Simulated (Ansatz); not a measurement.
# Converging the field response of a MgS (001) film, part 3 of 3

Which settings does the induced dipole of a MgS (001) film need, and which can be cut?

Ansatz 0.2.0; plane-wave DFT, PBE, Ansatz PAW (the session's first sound run).

So far, equivalent conductor thickness p/(ε₀AE) (Å): step 2 (run, setting first choice, PBE) 11.3; step 17 (single point, box 28.4 Å (run 6), PBE) 11.3; step 18 (run, box 28.4 Å (run 7), PBE) 11.3; step 19 (LDA) 11.4; step 20 (r2SCAN) 11.1.

## (21) Single point, box 28.4 Å (run 8)

This step: plane-wave DFT, PBE, norm-conserving (Ansatz 0.2.0).

Contents of input.yaml:

```yaml
crystal:
  lattice:
    - [3.67695526, 0.0, 0.0]
    - [0.0, 3.67695526, 0.0]
    - [0.0, 0.0, 28.4]
  atoms:
    - { symbol: Mg, position: [0.5, 0.5, 0.3169014085] }
    - { symbol: S, position: [0.0, 0.0, 0.3169014085] }
    - { symbol: Mg, position: [0.0, 0.0, 0.4084507042] }
    - { symbol: S, position: [0.5, 0.5, 0.4084507042] }
    - { symbol: Mg, position: [0.5, 0.5, 0.5] }
    - { symbol: S, position: [0.0, 0.0, 0.5] }
    - { symbol: Mg, position: [0.0, 0.0, 0.5915492958] }
    - { symbol: S, position: [0.5, 0.5, 0.5915492958] }
    - { symbol: Mg, position: [0.5, 0.5, 0.6830985915] }
    - { symbol: S, position: [0.0, 0.0, 0.6830985915] }
kpoints:
  mp_grid: { grid: [8, 8, 1] }
hamiltonian:
  xc: pbe
  pseudopotentials: { kind: nc }
scf:
  occupations: { method: fixed }
  convergence: { dr2_threshold: 1.0e-10 }
efield:
  axis: 3
  dipole_correction: true
  ramp_position: 0.97
  ramp_width: 0.06
  amplitude: 0.1
output:
  write_potential: true
  write_density: true
  volumetric_format: npy
```

Command:

```bash
ansatz run input.yaml --threads 4 --pin off --max-ram 6144MiB --backend cpu --events-out ev --progress --plain --runs-dir out
```

Numbers of over 12 decimals in the logs are rounded to 6 here.

Output:

```text
[...]
Crystal: 10 atoms, lattice volume = 383.968 Å³
Basis set: ecut = 1142.878222 eV, 33729 PW (Γ)
Bands: 50, of which v1, the nominal top of the filled ones, is band 40 counted from 1 (39 counted from 0)
Symmetry: 8 space group operations
k-points: 15 of 64
[...]
k-point 0: bands = [... 36 lower, -0.0803, -0.0803, 0.2934, 0.2934, 3.1418, 3.4803, 3.6137, 4.3540, ... 6 higher]
  k-point 1: bands = [... 36 lower, -0.0925, -0.0594, 0.1744, 0.2860, 3.5165, 3.7890, 3.9898, 4.6508, ... 6 higher]
  k-point 2: bands = [... 36 lower, -0.1229, -0.0522, -0.0234, 0.2390, 3.9563, 4.2553, 4.6065, 5.1856, ... 6 higher]
  k-point 14: bands = [... 36 lower, -1.5032, -1.4794, -0.9351, -0.7241, 2.7810, 3.1291, 3.8616, 4.5639, ... 6 higher]
[key lines of the parts left out:]
SCF converged after 13 iterations
Free energy (F): -9592.012787 eV
Fermi energy:    0.293410 eV
Dipole field:    D = 0.039950 V/Å  (p = 0.084771 e·Å, saw-weighted, corrected)
```

Elapsed: 13 s, on 4 threads of AMD EPYC 9R45, shared host; peak memory 2.7 GiB; 51 s of CPU time.

The dipole corresponds to a conductor 11.346 Å thick, +0.04 % from the first choice, at 4.2 times its CPU time.

## (22) Single point, box 28.4 Å (run 9)

This step: plane-wave DFT, PBE, JTH PAW (Ansatz 0.2.0).

Changes to input.yaml since step 21:

```diff
@@ -20,3 +20,3 @@
   xc: pbe
-  pseudopotentials: { kind: nc }
+  pseudopotentials: { kind: paw, source: jth }
 scf:
```

Output:

```text
[...]
k-point 0: bands = [... 36 lower, 0.1717, 0.1717, 0.5469, 0.5469, 3.3863, 3.7259, 3.8592, 4.5988, ... 6 higher]
  k-point 1: bands = [... 36 lower, 0.1601, 0.1926, 0.4276, 0.5395, 3.7613, 4.0350, 4.2359, 4.8949, ... 6 higher]
  k-point 2: bands = [... 36 lower, 0.1298, 0.2007, 0.2287, 0.4925, 4.2007, 4.5009, 4.8528, 5.4297, ... 6 higher]
  k-point 14: bands = [... 36 lower, -1.2507, -1.2242, -0.6859, -0.4737, 3.0251, 3.3732, 4.1068, 4.8107, ... 6 higher]
[key lines of the parts left out:]
SCF converged after 13 iterations
Free energy (F): -14142.449106 eV
Fermi energy:    0.546886 eV
Dipole field:    D = 0.039915 V/Å  (p = 0.084696 e·Å, saw-weighted, corrected)
```

It took 9.2 s on 4 threads; peak memory 2 GiB.

The dipole corresponds to a conductor 11.336 Å thick, -0.05 % from the first choice, at 2.9 times its CPU time.

## (23) Comparing the runs

Times are for 4 threads of AMD EPYC 9R45, shared host. The series side by side:

| no. | setting | equivalent conductor thickness p/(ε₀AE) (Å) | time | memory (GiB) |
| --- | --- | --- | --- | --- |
| 1 | first choice | 11.34 | 3.2 s | 0.86 |
| 2 | cutoff 250 eV | 11.33 | 1.6 s | 0.56 |
| 3 | cutoff 330 eV | 11.34 | 2.2 s | 0.71 |
| 4 | cutoff 600 eV | 11.34 | 5 s | 1.3 |
| 5 | mesh 1x1 | 12.34 | 0.49 s | 0.42 |
| 6 | mesh 2x2 | 11.65 | 0.66 s | 0.60 |
| 7 | mesh 4x4 | 11.35 | 1.4 s | 0.70 |
| 8 | mesh 16x16 | 11.34 | 8.8 s | 1.3 |
| 9 | vacuum 10 Å | 11.33 | 2.1 s | 0.72 |
| 10 | vacuum 14 Å | 11.34 | 2.5 s | 0.79 |
| 11 | vacuum 26 Å | 11.34 | 3.8 s | 1.0 |
| 12 | field 0.005 V/Å | 11.34 | 3 s | 0.87 |
| 13 | field 0.03 V/Å | 11.34 | 3 s | 0.87 |
| 14 | field 0.3 V/Å | 11.35 | 2.9 s | 0.86 |
| 15 | SCF threshold 1e-04 eV | 11.22 | 2.6 s | 0.86 |
| 16 | SCF threshold 1e-06 eV | 11.34 | 2.8 s | 0.86 |
| 17 | SCF threshold 1e-08 eV | 11.34 | 2.8 s | 0.86 |
| 18 | LDA, Ansatz PAW (420 eV) | 11.41 | 2.9 s | 0.85 |
| 19 | r2SCAN, Ansatz PAW (500 eV) | 11.08 | 6.8 s | 1.5 |
| 20 | PBE, norm-conserving (1143 eV) | 11.35 | 13 s | 2.7 |
| 21 | PBE, JTH PAW (900 eV) | 11.34 | 9.2 s | 2.0 |

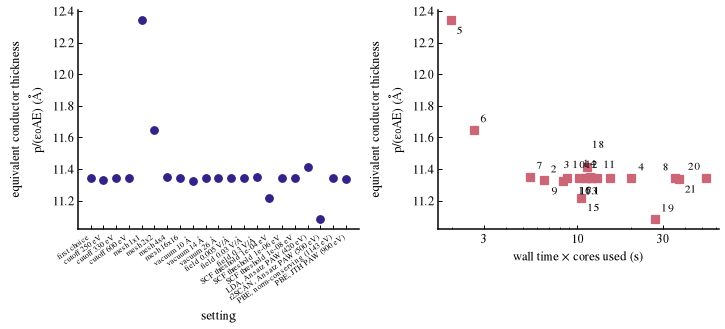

The series as plots; the last panel sets the first result against cost, with the runs numbered as in the table.

## (24) Results

```
equivalent conductor thickness, first choice                : 11.34 Å
equivalent conductor thickness, cutoff 600 eV               : 11.34 Å
equivalent conductor thickness, mesh 1x1                    : 12.34 Å
equivalent conductor thickness, mesh 2x2                    : 11.65 Å
equivalent conductor thickness, vacuum 26 Å                 : 11.34 Å
equivalent conductor thickness, SCF threshold 1e-04 eV      : 11.22 Å
equivalent conductor thickness, LDA, Ansatz PAW (420 eV)    : 11.41 Å
equivalent conductor thickness, r2SCAN, Ansatz PAW (500 eV) : 11.08 Å
```

The first choice gives 11.34 Å. Numerical settings off by more than 1 % against it: mesh 1x1 (+8.8 %), mesh 2x2 (+2.7 %) and SCF threshold 1e-04 eV (-1.1 %). The cheapest single change that stays within 0.5 % is mesh 4x4, at 38 % of the CPU time. Functionals and files move it by +0.6 % (LDA, Ansatz PAW (420 eV)), -2.3 % (r2SCAN, Ansatz PAW (500 eV)), under 0.1 % (PBE, norm-conserving (1143 eV)) and under 0.1 % (PBE, JTH PAW (900 eV)). The film is symmetric and its atoms are held, so the dipole is the electronic response to the field alone. Times of a few seconds on a shared host rank the settings only roughly. In 1 run of the series (vacuum 10 Å) the program warns that electrons reach the sawtooth's ramp, which makes dipole and work function less sure.

[Logs are printed without paths, hosts, clocks, repeated set-up lines and the standing remarks that a program may print on its own settings, such as how far it seeks lower states.]

[Hosts, paths, dates, database ids (printed as entryN), source tags and the programs' standing remarks are cut or masked in the printed files.]

[Maps of the electrostatic potential energy from Ansatz leave out the sawtooth potential of an applied field or a dipole correction, so their vacuum need not be flat; planar profiles and work functions include it.]
